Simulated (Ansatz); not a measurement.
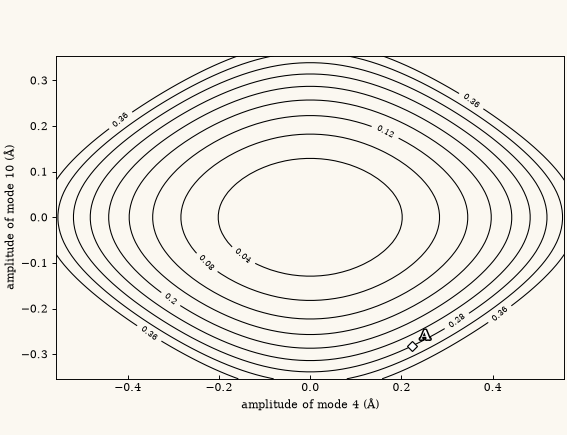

KBr (Pm-3m, No. 221; 4 atoms in the cell). The energy is mapped over two normal modes frozen in (zone-centre modes of the 4-atom cell of this scan, which folds in the wave vector (0, 0, 1/2) of the primitive cell). Coordinates scanned: (1) amplitude of mode 4 (57 cm⁻¹), largest displacement; (2) amplitude of mode 10 (106 cm⁻¹), largest displacement. Nothing is relaxed (the cell and all other modes fixed). The scan uses an 11 × 11 grid; 36 points were computed and 85 follow by symmetry. Points are written as (first, second). Energies: eV per cell, counted from the lowest grid point. These are results of DFT LDA, scalar-relativistic, plane waves, PAW in Ansatz, not measurements. Settings: cutoff 420 eV, k-mesh 6×6×4 in the order of the run's cell vectors, gaussian smearing 0.05 eV, no spin polarisation.

The picture shows contour lines labelled in eV (none above 0.36), the point A. Between grid points the surface is interpolated.

Is A at rest? If not, where is it pushed?

Answer. A, at (0.223 Å, −0.283 Å), is not a stationary point. The computed force is 0.79 eV for each Å towards smaller values of the first coordinate and 1.7 eV for each Å towards larger values of the second coordinate.
